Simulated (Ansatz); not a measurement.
SiNi$_{2}$

Input file:

```
crystal:
  lattice:
    - [6.5920440065, 0.0, 0.0]
    - [0.0, 2.6329052052, 0.0]
    - [0.0, 0.0, 7.4350064269]
  atoms:
    - { symbol: Si, position: [0.2459044077, 0.75, 0.6268009282] }
    - { symbol: Si, position: [0.7540955923, 0.25, 0.3731990718] }
    - { symbol: Si, position: [0.2540955923, 0.25, 0.1268009282] }
    - { symbol: Si, position: [0.7459044077, 0.75, 0.8731990718] }
    - { symbol: Ni, position: [0.9440977483, 0.75, 0.1455163128] }
    - { symbol: Ni, position: [0.0559022517, 0.25, 0.8544836872] }
    - { symbol: Ni, position: [0.5559022517, 0.25, 0.6455163128] }
    - { symbol: Ni, position: [0.4440977483, 0.75, 0.3544836872] }
    - { symbol: Ni, position: [0.8871215975, 0.75, 0.599426843] }
    - { symbol: Ni, position: [0.1128784025, 0.25, 0.400573157] }
    - { symbol: Ni, position: [0.6128784025, 0.25, 0.099426843] }
    - { symbol: Ni, position: [0.3871215975, 0.75, 0.900573157] }
scf:
  occupations: { method: gaussian, width: 0.1 }
output:
  forces: true
  stress: true
  eigenvalues: true
  write_density: true
  write_potential: true
  elf: true
  volumetric_format: npy
kpoints:
  mp_grid: { grid: [8, 16, 6] }
hamiltonian:
  xc: pbesol
relax:
  f_tol: 0.003
  max_steps: 60
  cell: { stress_tol: 0.05, sigma_target: [-7.0, 0.0, 0.0, 0.0, 0.0, 0.0] }
```

Launched as:

```sh
ansatz run input.yaml --threads 4 --pin off --max-ram 12288MiB --backend cpu --events-out ev --progress --plain --runs-dir out
```

Below, planes, directions and counts refer to the conventional cell (a = 6.61 Å, b = 2.63 Å, c = 7.43 Å, α = 90.00°, β = 90.00°, γ = 90.00°).

The fields are those of the relaxed geometry.

Space group Pnma; computed pressure about −2 GPa in this cell; computed without spin polarisation.

The calculation used DFT PBEsol, scalar-relativistic, plane waves, PAW (Ansatz 0.2.0).

Predict the valence pseudo-density and electron localisation function between the atoms.

Answer. Si–Ni (2.38 Å): the density is about 0.42 e/Å³ at the midpoint; the ELF peaks at about 0.65 in the valence shell of Si, 0.9 Å from its nucleus, and is about 0.45 at the midpoint.

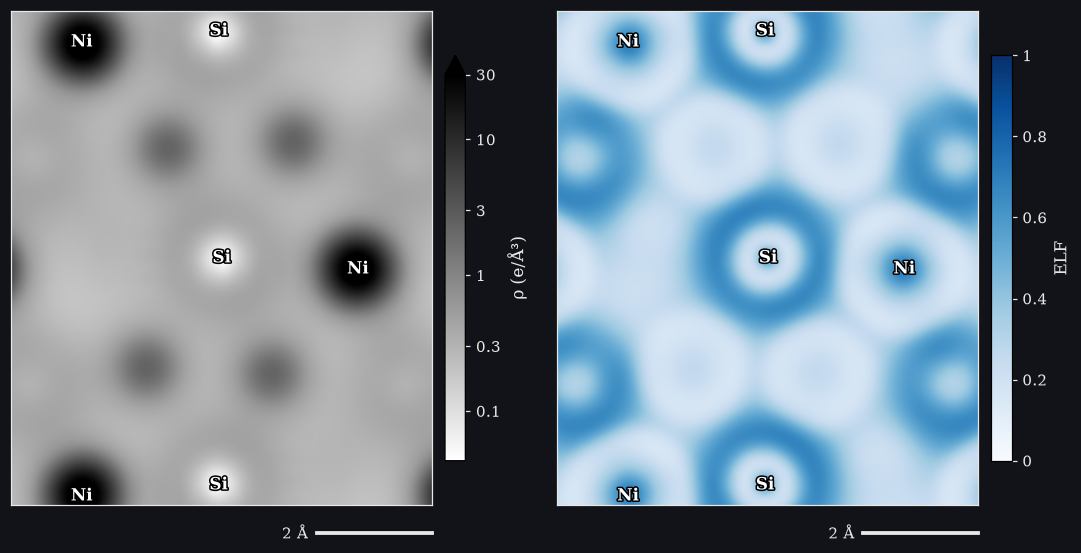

Computed valence pseudo-density and electron localisation function on the (011) plane of the conventional cell, in this order. Atoms just off the plane (Si, 0.6 Å away and Ni, 0.7 Å away) can leave unmarked features too.
